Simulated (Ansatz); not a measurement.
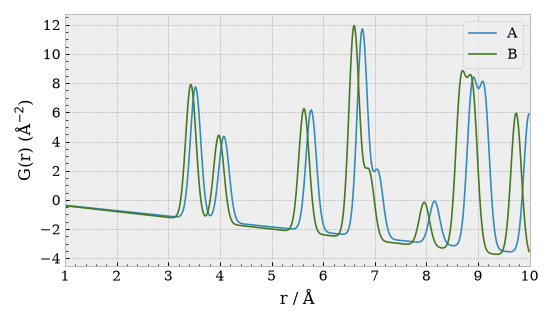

Each curve is a calculated X-ray PDF: distances of the static structure, each pair weighted by the product of the atomic numbers (X-ray weights at Q = 0), broadened by Gaussians with σ = 0.10 Å. No termination ripples are included. Both curves are of Y in space group Im-3m, for two cells of different size. A: the input geometry of an electronic-structure calculation (not necessarily at equilibrium); the starting structure was generated, so it need not be a known form of this composition; B: the end point of a relaxation with Ansatz, DFT, PBEsol, plane waves (420 eV) with PAW, scalar-relativistic; the starting structure was generated, so it need not be a known form of this composition.

Q: Which cell is the larger, and by how much?

A: Cell A is larger: the volume of B is 7.2 % below that of A (33.91 and 31.47 Å³ per atom), a mean linear change of -2.5 %. The shortest distance is 3.532 Å in A and 3.445 Å in B.

Q: Give both cells.

A: Cell A: a = 4.078 Å, b = 4.078 Å, c = 4.078 Å, α = 90.00°, β = 90.00°, γ = 90.00°
Cell B: a = 3.978 Å, b = 3.978 Å, c = 3.978 Å, α = 90.00°, β = 90.00°, γ = 90.00°
